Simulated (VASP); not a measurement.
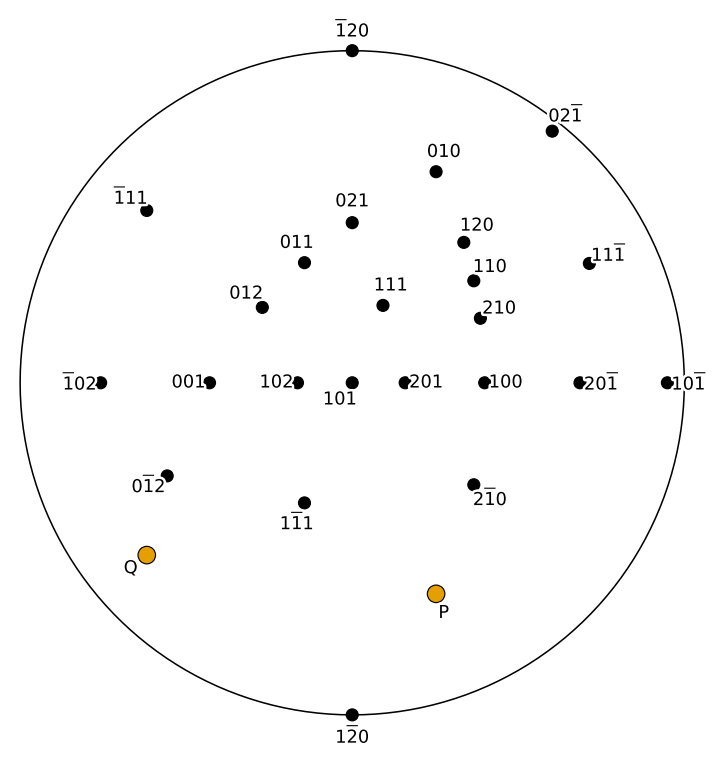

For MgO, the geometry relaxed with VASP Kohn-Sham DFT of a periodic cell, r2SCAN50, VASP PAW PBE potentials, recommended (VASP): stereographic projection of plane normals (upper hemisphere) centred on (1 0 1). Geometry calculated from the standardised cell; symmetry tolerance 0.002 Å.

a = 2.858 Å, b = 2.858 Å, c = 2.609 Å, α = 90.00°, β = 90.00°, γ = 120.00°.

> Index the poles marked P, Q.

P is (1 −1 0), in four indices (1 −1 0 0), 68.7° from the centre; Q is (0 −1 1), in four indices (0 −1 1 1), 77.8° from the centre.

> What is the angle between the normals of (0 2 −1) and (1 −2 0), and what are their d_hkl = 1/|g|?

141.5°; d = 1.118 Å and 1.429 Å.
